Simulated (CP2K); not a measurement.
## A series of single points on Zn

System: Zn (P6₃/mmc, 2 atoms in the cell).
Method: Kohn-Sham DFT of a periodic cell, PBE, GTH-PBE with UZH-TZVP basis, no spin polarisation (CP2K 2026.2).

The 6 runs differ only in the geometry, by an even scaling of the cell at fixed fractional positions. The structure derives from an entry of the Crystallography Open Database.

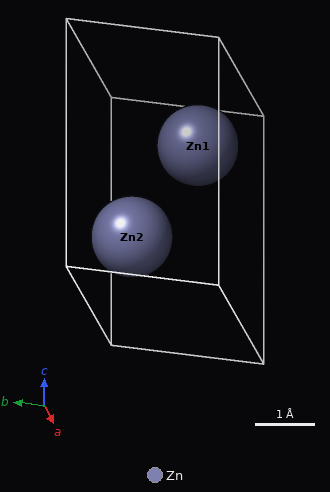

Figure 1. The structure of run 4 (spheres-only view of the cell of the calculation, seen at an oblique angle; atoms are numbered from 1 in the order of the input).

## Input of run 4
```
&GLOBAL
  PROJECT zn_eos
  RUN_TYPE ENERGY_FORCE
  PRINT_LEVEL LOW
&END GLOBAL
&FORCE_EVAL
  METHOD QS
  STRESS_TENSOR ANALYTICAL
  &DFT
    BASIS_SET_FILE_NAME BASIS_MOLOPT_UZH
    POTENTIAL_FILE_NAME POTENTIAL_UZH
    WFN_RESTART_FILE_NAME previous-RESTART.kp
    &MGRID
      CUTOFF 450
      REL_CUTOFF 60
      NGRIDS 5
    &END MGRID
    &QS
      METHOD GPW
      EPS_DEFAULT 1.0E-10
    &END QS
    &KPOINTS
      SCHEME MONKHORST-PACK 11 11 6
      GAMMA_CENTERED T
      SYMMETRY T
      SYMMETRY_BACKEND SPGLIB
    &END KPOINTS
    &SCF
      SCF_GUESS RESTART
      EPS_SCF 1.0E-6
      MAX_SCF 100
      ADDED_MOS 10
      CHOLESKY OFF
      EPS_EIGVAL 1.0E-7
      &DIAGONALIZATION ON
        ALGORITHM STANDARD
      &END DIAGONALIZATION
      &MIXING ON
        METHOD BROYDEN_MIXING
        ALPHA 0.4
        BETA 1.5
        NBUFFER 8
      &END MIXING
      &SMEAR ON
        METHOD FERMI_DIRAC
        ELECTRONIC_TEMPERATURE [K] 580.226
      &END SMEAR
    &END SCF
    &XC
      &XC_FUNCTIONAL
        &GGA_X_PBE
        &END GGA_X_PBE
        &GGA_C_PBE
        &END GGA_C_PBE
      &END XC_FUNCTIONAL
    &END XC
    &PRINT
      &KPOINTS ON
      &END KPOINTS
      &MULLIKEN ON
      &END MULLIKEN
      &MO ON
        ENERGIES T
        OCCUPATION_NUMBERS T
        &EACH
          QS_SCF 0
        &END EACH
        ADD_LAST NUMERIC
      &END MO
    &END PRINT
  &END DFT
  &SUBSYS
    &CELL
      A 2.6876826345 0.0000000000 0.0000000000
      B -1.3438413173 2.3276014388 0.0000000000
      C 0.0000000000 0.0000000000 4.9988883757
      PERIODIC XYZ
    &END CELL
    &COORD
      SCALED
      Zn  0.6666666667 0.3333333333 0.7500000000
      Zn  0.3333333333 0.6666666667 0.2500000000
    &END COORD
    &KIND Zn
      BASIS_SET TZVP-MOLOPT-PBE-GTH-q12
      POTENTIAL GTH-PBE-q12
    &END KIND
    &PRINT
      &ATOMIC_COORDINATES ON
      &END ATOMIC_COORDINATES
      &CELL ON
      &END CELL
      &SYMMETRY ON
      &END SYMMETRY
    &END PRINT
  &END SUBSYS
  &PRINT
    &FORCES ON
    &END FORCES
    &STRESS_TENSOR ON
    &END STRESS_TENSOR
  &END PRINT
&END FORCE_EVAL
```

Command:
```bash
OMP_NUM_THREADS=1 cp2k.psmp -i zn_eos.inp -o zn_eos.out
```

Lattice vectors (Å) and fractional positions of run 4:
```
   2.687683    0.000000    0.000000
  -1.343841    2.327601    0.000000
   0.000000    0.000000    4.998888
Zn  0.666667  0.333333  0.750000
Zn  0.333333  0.666667  0.250000
```

Run 2 differs from it as follows:
```diff
-      A 2.6876826345 0.0000000000 0.0000000000
-      B -1.3438413173 2.3276014388 0.0000000000
-      C 0.0000000000 0.0000000000 4.9988883757
+      A 2.6339144954 0.0000000000 0.0000000000
+      B -1.3169572477 2.2810368644 0.0000000000
+      C 0.0000000000 0.0000000000 4.8988836645
```

## Results, with one run withheld

```tsv
run	volume per atom (Å³)	free energy per atom, from the lowest run given (meV)	pressure (GPa)
1	14.410	11.78	5.03
2	14.716	?	?
3	15.023	0.00	1.28
4	15.636	0.89	−1.62
5	15.943	4.27	−2.89
6	16.249	10.84	−3.95
```

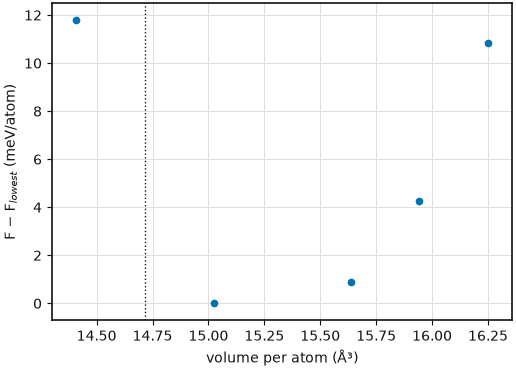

Figure 2. Free energy per atom of the runs given; the dotted line marks run 2.

What should run 2 give?

A cubic polynomial in V^(−2/3) (the Birch–Murnaghan form), fitted to the 5 runs given, misses them by at most 0.33 meV per atom. With x = V^(−2/3) − 0.16136 Å⁻², it reads F = −0.77295 − 539.7 x + 2.8836e+05 x² + 7.5366e+05 x³ (meV per atom). At run 2 it gives 4.23 meV per atom, and the run itself gives 4.09. The slope of the fit gives a pressure −dF/dV of 3.02 GPa there, and the run prints 3.04 GPa. The fit has its minimum at 15.295 Å³ per atom, where V d²F/dV² gives 71.2 GPa. Cell shape and fractional positions are held, so this is the stiffness under even scaling; the relaxed bulk modulus wasn't computed.

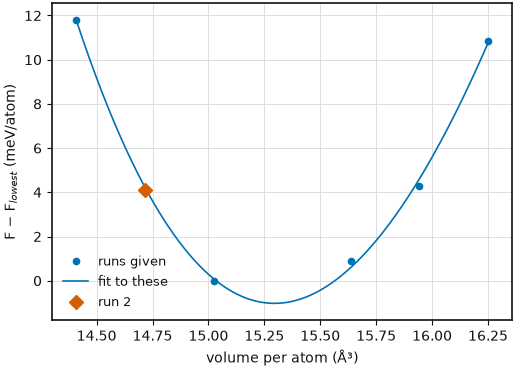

Figure 3. The fit and the withheld run.

## Some lines of the output (run 2)
```
[...]
 CELL| Volume [angstrom^3]:                                            29.432768
 CELL_REF| Volume [angstrom^3]:                                        29.432768
                        Smear method:                                FERMI_DIRAC
  Step     Update method      Time    Convergence         Total energy    Change
  Fermi energy:                                                 0.23228488115930
  Total energy:                                              -121.13311131579579
  Total energy (extrapolated to T->0):                       -121.13302775879191
 MO| E(Fermi):            0.232285 a.u.          6.320793 eV
 MO| Band gap:            0.180381 a.u.          4.908408 eV
```
